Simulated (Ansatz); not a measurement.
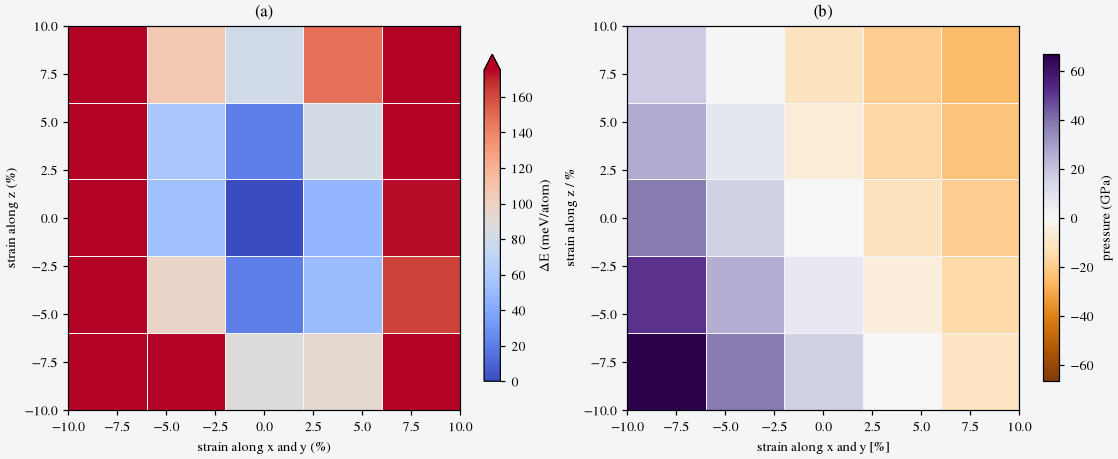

BP (F-43m, No. 216; 2 atoms in the cell). 
- The cell is strained homogeneously, by one strain along x and y and another along z, with fractional coordinates fixed (x, y and z along the cube axes).
- The first coordinate is: strain along x and y; the second: strain along z.
- Grid: 5 × 5 points.
- Points are written as (first, second).
- Energies: meV/atom, counted from the lowest grid point.
- The reference cell is the one listed in the database, not relaxed at this level.
- Computed with DFT r2SCAN, scalar-relativistic, plane waves, PAW in Ansatz. Settings: cutoff 500 eV, k-mesh 10×10×10, gaussian smearing 0.05 eV, no spin polarisation.

Panel (a) is the energy; panel (b) is the computed pressure, in GPa.

Drawn: one coloured cell a grid point, one colour for all values above the top of the scale.

> How does the pressure vary over the map, and what is it at the lowest grid point?

It runs from −25 GPa at (8 %, 8 %) to 67 GPa at (−8 %, −8 %). At the lowest grid point, (0 %, 0 %), it is 0 GPa.
